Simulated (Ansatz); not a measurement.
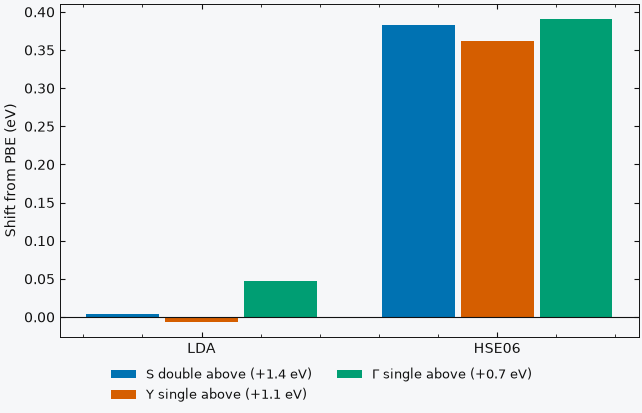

Levels near the Fermi level of Si, space group Cmce, 8 atoms in the primitive cell (a = 5.08 Å, b = 5.08 Å, c = 5.18 Å, α = 90.00°, β = 90.00°, γ = 61.00°), a metal, by three methods on one cell, as shifts from PBE. Each level is counted from the Fermi level of its run and named by k point, degeneracy (spin aside) and side; the legend gives its PBE energy. In reduced coordinates of the cell that was run, S is (0, −0.5, 0) and Y is (−0.5, −0.5, 0).

Q: Which method departs most from PBE, and how?

A: HSE06: it moves S double above by +0.38 eV, Y single above by +0.36 eV and Γ single above by +0.39 eV. At these levels the other method stays within 0.05 eV of PBE.

| method | S double above (eV) | Y single above (eV) | Γ single above (eV) |
| --- | --- | --- | --- |
| LDA | 1.43 | 1.12 | 0.73 |
| PBE | 1.42 | 1.12 | 0.69 |
| HSE06 | 1.80 | 1.49 | 1.08 |

Settings. LDA: Ansatz PAW, 6×6×5 k mesh, 420 eV cutoff, Fermi-Dirac smearing of 0.05 eV (Ansatz). PBE: Ansatz PAW, 6×6×5 k mesh, 420 eV cutoff, Fermi-Dirac smearing of 0.05 eV (Ansatz 0.2.0). HSE06: Ansatz PAW, 4×4×4 k mesh, 420 eV cutoff, Fermi-Dirac smearing of 0.05 eV (Ansatz 0.2.0). No run carries moments or holds spin-orbit coupling.

This isn't the form of Si at room conditions, which is diamond. LDA and HSE06: the PAW data sets were made with another functional. HSE06: the k mesh is thin for exact exchange. The meshes or smearings differ, which moves the Fermi levels.
